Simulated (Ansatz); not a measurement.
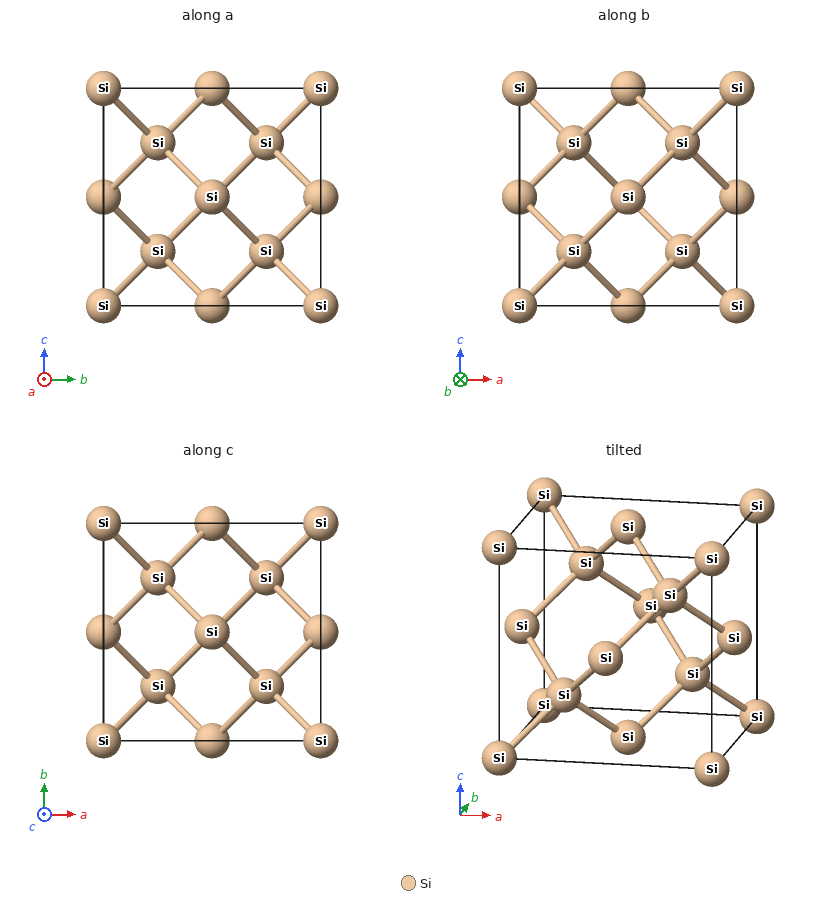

Ball-and-stick drawing of the structure, looking along the a axis, along the b axis, along the c axis and slightly off an axis. The lines enclose the conventional unit cell; boundary atoms appear with their images.

Lattice parameters: a = 5.335 Å, b = 5.335 Å, c = 5.335 Å, α = 90.00°, β = 90.00°, γ = 90.00°.

Record the structure as a table of Wyckoff sites.

Space group Fd-3m:1 (No. 227).
```
atom  site       x       y       z
  Si    8a  0.0000  0.5000  0.5000
```

The structure was taken from a structure type filled with this element by a generator (whether the element takes this form wasn't checked). The cell was then strained or its atoms displaced on purpose. Ansatz was used for an electronic-structure calculation on it.

At this level of theory the cell isn't at rest (compressed, at 8 GPa), so its distances can differ from those at equilibrium, the more so the softer the solid.
